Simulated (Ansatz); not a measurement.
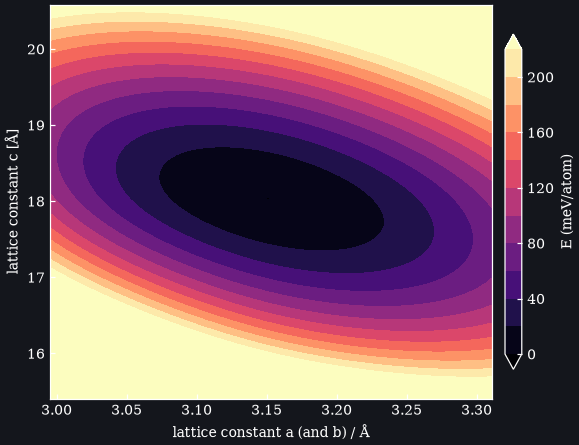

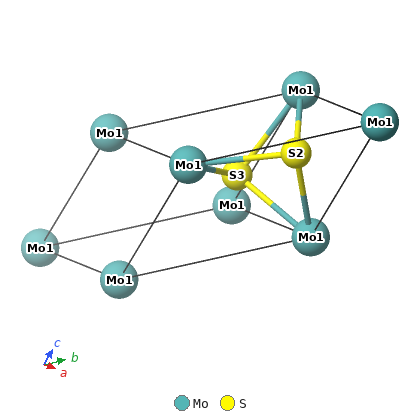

Energy landscape of MoS2 (R3m, No. 160; 3 atoms in the cell). The energy is mapped over the lattice constants a and c of the conventional cell. Coordinates scanned: (1) lattice constant a (and b); (2) lattice constant c. Nothing is relaxed (fractional coordinates fixed). Grid: 5 × 5 points. Points are written as (first, second). Energies: meV/atom, counted from the lowest grid point. The band gap closes in part of the range. Computed with DFT PBE+D3(BJ), scalar-relativistic, plane waves, PAW in Ansatz 0.2.0. Settings: cutoff 420 eV, k-mesh 12×12×12, gaussian smearing 0.05 eV, no spin polarisation.

The picture shows filled contours, one colour for all values above the top of the scale. Between grid points the surface is interpolated. The second picture is the structure at the lowest point

Summarise what can be read from the map.

The lowest grid point is at (3.153 Å, 18.0 Å). It is the only kind of minimum in the scanned range. The highest grid point, (2.995 Å, 15.4 Å), lies 791 meV/atom above the lowest. Round the minimum the valley is somewhat tilted: raising lattice constant a (and b) shifts the best value of lattice constant c downwards (coupling k₁₂/√(k₁₁k₂₂) about 0.4).

Grid values (meV/atom):

```csv
"lattice constant c ↓, lattice constant a (and b) →",2.995,3.074,3.153,3.232,3.311
20.6,249,238,272,342,441
19.3,104,65,76,127,212
18.0,107,25,0,22,83
16.7,314,171,94,71,95
15.4,791,561,406,318,285
```

The input of one point:

```yaml
crystal:
  lattice:
    - [1.5765748049, 0.910235888, 5.997890058]
    - [-1.5765748049, 0.910235888, 5.997890058]
    - [0.0, -1.8204717761, 5.997890058]
  atoms:
    - { symbol: Mo, position: [1.72156e-05, 1.72156e-05, 1.72156e-05] }
    - { symbol: S, position: [0.7535368444, 0.7535368444, 0.7535368444] }
    - { symbol: S, position: [0.57974594, 0.57974594, 0.57974594] }
basis:
  ecutwfc: 420
kpoints:
  mp_grid: { grid: [12, 12, 12] }
hamiltonian:
  xc: pbe
  pseudopotentials: { kind: paw, azcp: { folder: soft_1 } }
  dispersion: d3bj
scf:
  occupations: { method: gaussian, width: 0.05 }
output:
  forces: true
  stress: true
  eigenvalues: true
  write_density: true
  write_potential: true
  elf: true
  volumetric_format: npy
```

The whole map (25 points run) took 8.4 min on 1 thread of Arm Neoverse V1, with other jobs on the host.
